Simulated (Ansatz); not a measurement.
Consider W$_{12}$S$_{23}$ (cell with a defect).

```cif
data_structure
_symmetry_space_group_name_H-M 'P 1'
_symmetry_Int_Tables_number 1
_cell_length_a 6.2536
_cell_length_b 8.2727
_cell_length_c 12.1627
_cell_angle_alpha 90.000
_cell_angle_beta 90.000
_cell_angle_gamma 100.893
_cell_volume 617.89
loop_
_atom_site_label
_atom_site_type_symbol
_atom_site_fract_x
_atom_site_fract_y
_atom_site_fract_z
_atom_site_occupancy
W1 W 0.27803 0.11155 0.75042 1
W2 W 0.77802 0.11155 0.75011 1
W3 W 0.61137 0.44492 0.74979 1
W4 W 0.11139 0.44490 0.74981 1
W5 W 0.44475 0.77826 0.74978 1
W6 W 0.94469 0.77826 0.74978 1
W7 W 0.06251 0.21868 0.24933 1
W8 W 0.54713 0.21928 0.24945 1
W9 W 0.38793 0.55377 0.25218 1
W10 W 0.88941 0.55456 0.25396 1
W11 W 0.22423 0.89738 0.24828 1
W12 W 0.72329 0.89196 0.25014 1
S1 S 0.77761 0.11159 0.37752 1
S2 S 0.60440 0.43843 0.38044 1
S3 S 0.11489 0.43704 0.38030 1
S4 S 0.44276 0.78493 0.37766 1
S5 S 0.95018 0.78584 0.37839 1
S6 S 0.05576 0.22312 0.87866 1
S7 S 0.55618 0.22316 0.87864 1
S8 S 0.38926 0.55626 0.87834 1
S9 S 0.88923 0.55617 0.87831 1
S10 S 0.22249 0.88914 0.87856 1
S11 S 0.72256 0.88925 0.87845 1
S12 S 0.27834 0.11257 0.11810 1
S13 S 0.77879 0.11564 0.12235 1
S14 S 0.61229 0.44257 0.12433 1
S15 S 0.10849 0.44201 0.12439 1
S16 S 0.44135 0.77756 0.12300 1
S17 S 0.94755 0.77671 0.12352 1
S18 S 0.05607 0.22250 0.62171 1
S19 S 0.55559 0.22257 0.62170 1
S20 S 0.38922 0.55619 0.62124 1
S21 S 0.88929 0.55618 0.62119 1
S22 S 0.22272 0.89000 0.62163 1
S23 S 0.72271 0.88989 0.62128 1
```

Theory: Ansatz 0.2.0, DFT LDA, scalar-relativistic, plane waves, PAW.

> Predict the valence pseudo-density and electron localisation function between the atoms.

W–S (2.39 Å): the density is about 0.65 e/Å³ at the midpoint; the ELF peaks at about 0.85 in the valence shell of S, 0.8 Å from its nucleus, and is about 0.50 at the midpoint.
W–S (2.39 Å): ρ is about 0.65 e/Å³ halfway; the ELF peaks at about 0.85 in the valence shell of S, 0.8 Å from its nucleus, and is about 0.50 at the midpoint.

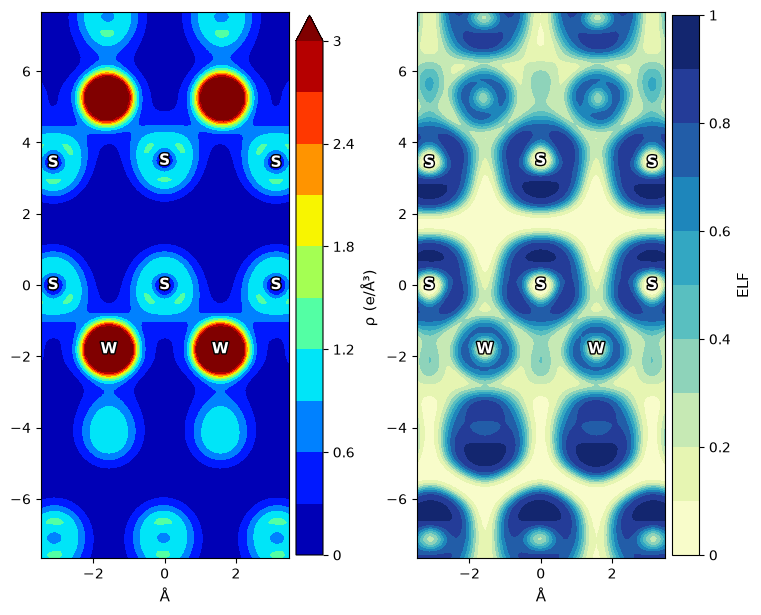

Computed valence pseudo-density and electron localisation function on the (011̄) plane of the calculation cell, in this order. Atoms just off the plane (W, 0.3 Å away and S, 0.3 Å away) can leave unmarked features too.

The density is the valence pseudo-density of a PAW calculation; it isn't the true density close to the nuclei.
